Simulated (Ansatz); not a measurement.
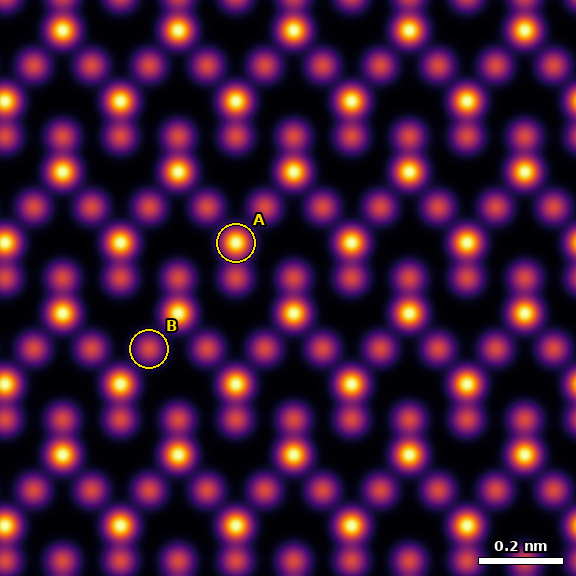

Dark-field STEM-like image of Ru (Pm-3n, No. 223) along [211]. The image is simulated as a sum over atoms of Z^1.7, blurred by a 0.55 Å probe (no channelling). The display is stretched by a gamma of 0.8; percentages refer to the linear signal. Structure used: coordinates from a relaxation with Ansatz, DFT, revPBE, plane waves (420 eV) with PAW, scalar-relativistic; the starting structure was generated, so it need not be a known form of this composition.

Space group Pm-3n (No. 223). a = 4.864 Å, b = 4.864 Å, c = 4.864 Å, α = 90.00°, β = 90.00°, γ = 90.00°
| atom | site | symmetry | x | y | z |
| --- | --- | --- | --- | --- | --- |
| Ru | 2a | m-3. | 0.0000 | 0.0000 | 0.0000 |
| Ru | 6c | -4m.2 | 0.2500 | 0.0000 | 0.5000 |

Name the elements in each circled column.

Answer. A: Ru (2 Ru per 11.91 Å along the beam; the brightest kind). B: Ru (1 Ru per 11.91 Å along the beam; about 50 % of the brightest peak). Brightness is counted from the darkest point of the image.
